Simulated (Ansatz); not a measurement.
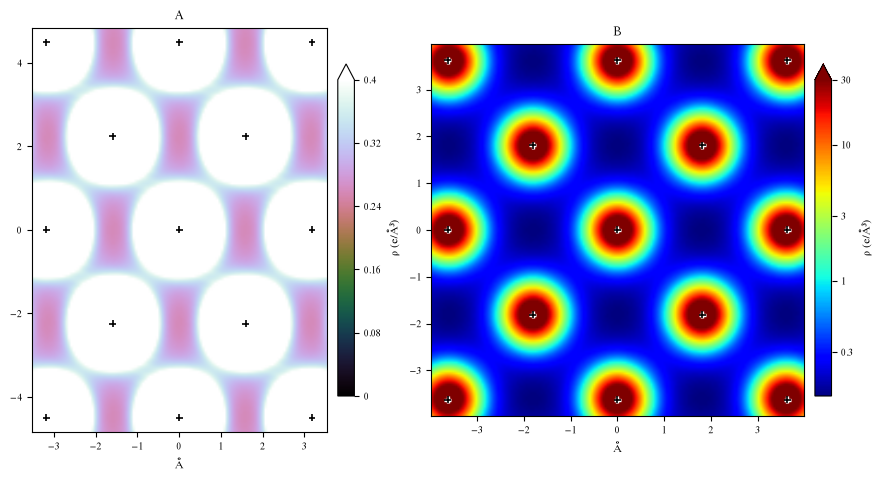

The valence charge density (pseudo) of 2 systems, each on a plane through atoms (crosses mark nuclei in the plane).

The calculation used DFT PBE, scalar-relativistic, plane waves, PAW (Ansatz).

System 1: Cu, the (100) plane of the conventional cell. Space group Fm-3m; computed without spin polarisation.

```
Cu
1.0
     3.62975    0.00000    0.00000
     0.00000    3.62975    0.00000
     0.00000    0.00000    3.62975
Cu
4
Direct
  0.00000 0.00000 0.00000
  0.50000 0.50000 0.00000
  0.50000 0.00000 0.50000
  0.00000 0.50000 0.50000
```

System 2: Ta, the (011̄) plane of the conventional cell. Space group Im-3m; changed on purpose from its base cell (volume × 0.88); computed pressure about 32 GPa in this cell; computed without spin polarisation.

**Which map belongs to which system?**

Panel A is system 2, Ta: the plane holds Ta. Ta–Ta (2.75 Å): ρ at the midpoint is about 0.35 e/Å³. Panel B is system 1, Cu: the plane holds Cu. Cu–Cu (2.57 Å): ρ at the midpoint is about 0.26 e/Å³.
